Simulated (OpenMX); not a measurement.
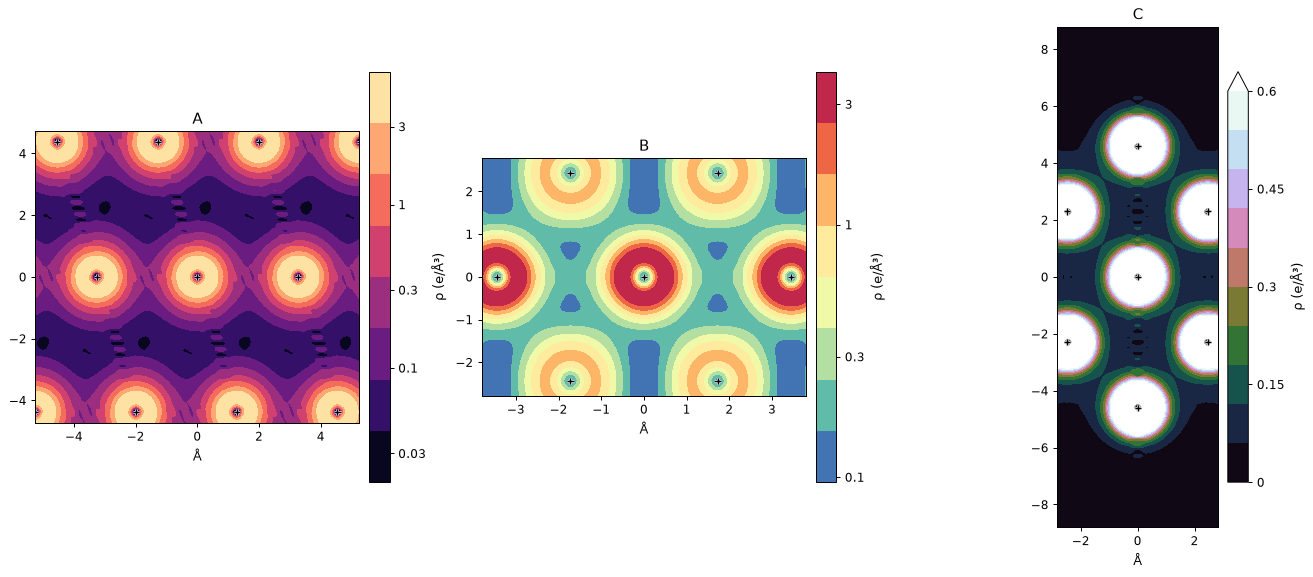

The valence pseudo-density of 3 systems, each on a plane through atoms (crosses mark nuclei in the plane).

All numbers below come from Kohn-Sham DFT of a periodic cell, PBE, OpenMX 2013 PBE set (OpenMX 3.8.5).

System 1: WS, the (101) plane of the conventional cell. Space group Pm-3m; a structure from a database of computed crystals, not necessarily the ambient phase; a generated structure, not necessarily the stable one; computed pressure about −35 GPa in this cell.

```cif
data_structure
_symmetry_space_group_name_H-M 'P 1'
_symmetry_Int_Tables_number 1
_cell_length_a 3.4448
_cell_length_b 3.4448
_cell_length_c 3.4448
_cell_angle_alpha 90.000
_cell_angle_beta 90.000
_cell_angle_gamma 90.000
_cell_volume 40.88
loop_
_atom_site_label
_atom_site_type_symbol
_atom_site_fract_x
_atom_site_fract_y
_atom_site_fract_z
_atom_site_occupancy
W1 W 0.50000 0.50000 0.50000 1
S1 S 0.00000 0.00000 0.00000 1
```

System 2: Bi, the (110) plane of the conventional cell. Space group C2/m; a structure from a database of computed crystals, not necessarily the ambient phase; computed pressure about 6 GPa in this cell.

```yaml
crystal:
  lattice:
    - [6.78594, 0.00000, 0.00000]
    - [0.00000, 6.09342, 0.00000]
    - [-1.22569, 0.00000, 3.02820]
  atoms:
    - { symbol: Bi, position: [0.25306, 0.50000, 0.85738] }
    - { symbol: Bi, position: [0.75306, 0.00000, 0.85738] }
    - { symbol: Bi, position: [0.24694, 0.00000, 0.14262] }
    - { symbol: Bi, position: [0.74694, 0.50000, 0.14262] }
```

System 3: In (slab), the (11̄0) plane of the calculation cell, a cut from vacuum to vacuum. 

```
In
1.0
     3.37774    0.00000    0.00000
     0.24623    3.36876    0.00000
     0.00000    0.00000   24.19889
In
5
Direct
  0.50000 0.50000 0.30993
  0.00000 0.00000 0.40497
  0.50000 0.50000 0.50000
  0.00000 0.00000 0.59503
  0.50000 0.50000 0.69007
```

Q: Match each panel to its system.

A: Panel A is system 2, Bi: the plane holds Bi. Bi–Bi (3.27 Å): ρ is about 0.27 e/Å³ halfway. Panel B is system 1, WS: the plane holds W and S. W–S (2.98 Å): ρ at the midpoint is about 0.21 e/Å³. Panel C is system 3, In: the plane holds In. In–In (3.38 Å): ρ at the midpoint is about 0.12 e/Å³.
